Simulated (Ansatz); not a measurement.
**Single-point calculation of BP**

The run: single-point calculation of BP (I-4m2, 2 atoms in the cell). Method and program: DFT PBE, scalar-relativistic, plane waves, PAW, no spin polarisation (Ansatz 0.2.0).

The structure derives from an entry of the Crystallography Open Database. It belongs to a series of runs on one base structure; here: strain -0.0050 x Voigt [0, 1, 0, 0, 0, 0], atoms carried along. Figures and captions count atoms from 1; the log counts them from 0 in places.

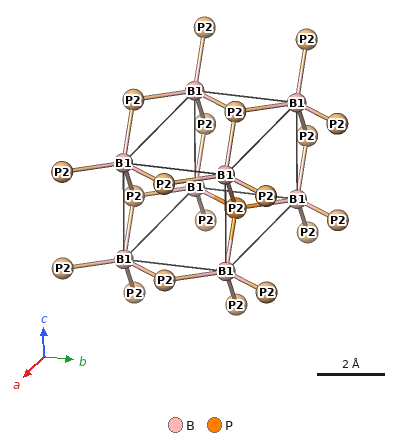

*The structure (ball-and-stick view of the reduced cell, seen at an oblique angle; neighbours outside the cell are drawn fainter; atoms are numbered from 1 in the order of the input). An atom can appear more than once, as a periodic image.*

Near neighbours in the periodic cell (some may lie outside the picture): B has 4 P at 1.96 Å; P has 4 B at 1.96 Å.

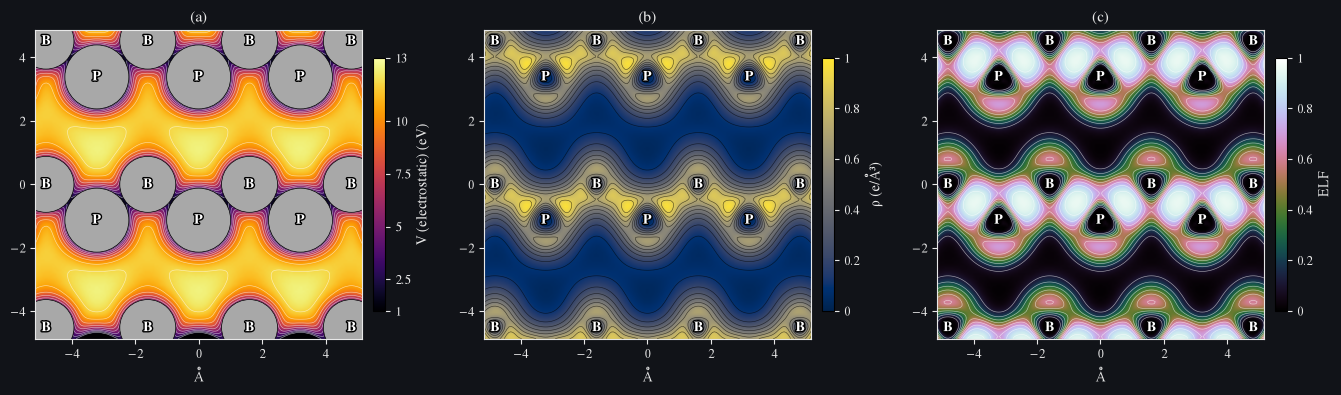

*(a) electrostatic potential (local pseudopotential plus Hartree) felt by an electron; (b) valence charge density (pseudo); (c) electron localisation function on the (100) plane of the conventional cell. Grey discs, where drawn, cover atomic cores.*

The section cuts through B and P sites. B–P (1.96 Å): ρ is about 0.9 e/Å³ halfway; the ELF peaks at about 0.95 between the atoms, which marks a covalent bond. Away from the nuclei the density in this plane falls to 0.04 e/Å³ at its lowest. Outside the cores the potential energy rises away from the atoms and is highest about 2.0 Å from the nearest atoms; outside the discs it spans about 11 eV, and its zero is arbitrary. In a PAW calculation such maps are meaningful between the atoms, not at the nuclei.

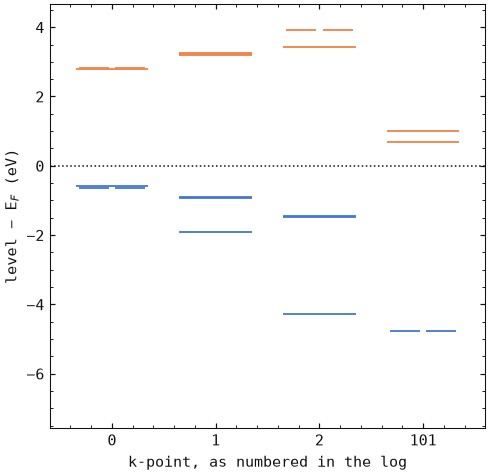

*Kohn–Sham levels near the Fermi level (dotted) at the few k-points that the log prints; levels within 0.02 eV of each other stand side by side.*

Among these points the highest filled and lowest empty levels are 1.26 eV apart; the gap on the full mesh, 1.16 eV, has an edge at a point that isn't printed.

These pictures come from the run below.

The input:
```yaml
crystal:
  lattice:
    - [0.0, 2.257655, 2.269]
    - [2.269, 0.0, 2.269]
    - [2.269, 2.257655, 0.0]
  atoms:
    - { symbol: B, position: [0.0, 0.0, 0.0] }
    - { symbol: P, position: [0.75, 0.75, 0.75] }
basis:
  ecutwfc: 420
kpoints:
  mp_grid: { grid: [10, 10, 10] }
hamiltonian:
  xc: pbe
scf:
  occupations: { method: gaussian, width: 0.05 }
output:
  forces: true
  stress: true
  eigenvalues: true
  write_density: true
  write_potential: true
  elf: true
  volumetric_format: npy
```

Launch command:
```bash
ansatz run input.yaml --threads 1 --pin off --max-ram 2560MiB --backend cpu --events-out ev --progress --plain --runs-dir out
```

What the program printed:
```
Engine: ansatz 0.2.0, x86_64-unknown-linux-gnu
Pseudopotentials: kind: paw
Pseudopotential: B, paw, valence charge 3, recommended cutoff 420 eV (normal), B.paw.azcp
Pseudopotential: P, paw, valence charge 5, recommended cutoff 420 eV (normal), P.paw.azcp
Functional definition: PBE
  parameter kappa = 0.804
  parameter beta = 0.06672455060314922
  exchange = pbe_x(kappa = kappa, mu = beta*pi^2/3)
  correlation = pbe_c(beta = beta)
Crystal: 2 atoms, lattice volume = 23.246 Å³
Basis set: ecut = 420 eV, 459 PW (Γ), exchange–correlation on 48×48×48 points (8 copies of the dense FFT grid, shifted against one another)
Bands: 8, of which v1, the nominal top of the filled ones, is band 4 counted from 1 (3 counted from 0)
Symmetry: 8 space group operations
Space group: I-4m2 (ITA 119), of the structure as read, at distance tolerance 2.9e-5 Å
k-points: 102 of 1000 (time reversal used)
Non-local potential: B, projectors of the file, l = 0: 2, l = 1: 2, l = 2: 1
Non-local potential: P, projectors of the file, l = 0: 2, l = 1: 2, l = 2: 2
PAW form: soft (Blöchl's): semilocal exchange-correlation on the pseudo side does not see the compensation charge
PAW one-centre angular grid: B, 110 points (default); XC on 64 Gauss nodes
PAW one-centre angular grid: P, 110 points (default); XC on 64 Gauss nodes
Initial density: superposition of atomic densities (neutral atoms: chi_scale 0, normalization atom), corrected by the library's trained network
Initial wavefunctions: pseudopotential atomic-orbital guess
Functional: x = pbe(κ = 0.804, μ = 0.2195149727645171), c = pbe(β = 0.06672455060314922)
SCF iter   1: F=—  HF=-912.444868 eV  |F-HF|=—  |Δ(HF+E_count)|=         —  Δρ=1.58e-3  dr2=5.12e-4  ethr=1.77e-3  ⟨swp⟩=6.1  Hψ=7575  notcnv=0
preconditioner: auto → none  [insulator: Δε(μ)=1.157 eV  Ē_g=12.837 eV  σ=0.050 eV  W_gap=1.00  n_scr=0 (ndim 8)  ℏωp=21.8 eV  f_vac=0.000  D(μ)=0.00/eV (n_scr^D=0)  ε∞_Penn≈3.9]
SCF iter   2: F=—  HF=-912.445009 eV  |F-HF|=—  |Δ(HF+E_count)|=   1.40e-4  Δρ=8.80e-4  dr2=1.75e-4  ethr=6.39e-6  ⟨swp⟩=2.3  Hψ=2030  notcnv=0
SCF iter   3: F=—  HF=-912.444975 eV  |F-HF|=—  |Δ(HF+E_count)|=   3.32e-5  Δρ=4.14e-4  dr2=1.89e-5  ethr=2.19e-6  ⟨swp⟩=2.0  Hψ=1153  notcnv=0
SCF iter   4: F=—  HF=-912.444997 eV  |F-HF|=—  |Δ(HF+E_count)|=   2.18e-5  Δρ=1.32e-4  dr2=5.04e-6  ethr=2.36e-7  ⟨swp⟩=2.0  Hψ=1227  notcnv=0
SCF iter   5: F=—  HF=-912.444996 eV  |F-HF|=—  |Δ(HF+E_count)|=   1.26e-6  Δρ=3.62e-5  dr2=3.81e-7  ethr=6.30e-8  ⟨swp⟩=2.0  Hψ=1149  notcnv=0
SCF iter   6: F=-912.444996 eV  HF=-912.444996 eV  |F-HF|=2.38e-8  |Δ(HF+E_count)|=   9.63e-8  Δρ=1.06e-5  dr2=3.30e-8  ethr=1.25e-9  ⟨swp⟩=9.1  Hψ=5634  notcnv=0
SCF 1 converged in 6 iterations: F = -912.444996 eV  dr2 = 3.30e-8
  greatest PAW one-centre occupation: 0.774 electrons in one spin orbital (limit 2), on the P atom at site 1 (counted from 0), in its partial waves of l = 0
SCF converged after 6 iterations
Free energy (F): -912.444996 eV
Harris-Foulkes:  -912.444996 eV  (|F-HF|=2.38e-8)
Internal energy: -912.444996 eV  (E = F + TS)
E sigma→0 (E₀):  -912.444996 eV
Fermi energy:    9.945399 eV
--- Per-component energies (eV) ---
  E_band       = 22.574502
  E_kinetic    = 121.946652
  E_local      = -67.549748  (includes V_loc(G=0)·N_el)
  E_nonlocal   = 45.058684
  E_hartree    = 16.988929
  E_xc         = -94.943359
  E_vxc        = -100.640851  (∫ρ·V_xc dr)
  E_paw        = -647.976249  (= ΣΔE_a)
  E_vpaw       = -10.218358  (= ΣTr[D̂ρ^β])
  E_aug_tail   = 0.000001  (compensation charges beyond the density's cutoff)
  E_ewald      = -285.969905
  E_smearing   = -0.000000  (= −TS)
  E_closure    = -0.000000  (closes the sum)
  Σ components = -912.444996   (vs F -912.444996, Δ=0.00e0)
--- Forces (eV/Å), atoms counted from 1 ---
  atom   1  B      0.00000000     0.00000000    -0.00000000
  atom   2  P      0.00000000    -0.00000000     0.00000000
  max |Σ_I F_I| component: 8.33e-17 eV/Å
--- Stress (GPa, compression-positive) ---
        1.527099       0.000000      -0.000000
        0.000000       2.864711      -0.000000
       -0.000000      -0.000000       1.527099
  P = ⅓ Tr σ = 1.9730 GPa (19.730 kbar)
--- Band table (eV; the first three rows and the last of 102) ---
  k-point 0: bands = ["-6.1686", "9.3167", "9.3167", "9.3656", "12.7257", "12.7539", "12.7539", "16.7806"]
  k-point 1: bands = ["-5.9878", "8.0292", "9.0195", "9.0560", "13.1355", "13.1610", "13.1920", "17.2969"]
  k-point 2: bands = ["-5.4522", "5.6814", "8.4546", "8.4995", "13.3835", "13.8719", "13.8738", "18.4549"]
  k-point 101: bands = ["-1.2555", "0.7548", "5.1672", "5.1672", "10.6223", "10.9428", "21.4546", "21.4546"]
```

Summary:

- outcome: converged
- space group (tolerance 0.01 Å): I-4m2 (119)
- electrons treated: 8
- free energy: −912.4450 eV
- Fermi energy: 9.945 eV
- gap on the k-point mesh: 1.16 eV
- pressure: 1.97 GPa
- largest force (length of the vector): under 0.001 eV/Å
- hardware: 1 thread of Intel Xeon (Sapphire Rapids), 16 GiB of memory available, shared host
- wall time: 2 s
- peak memory: 0.37 GiB
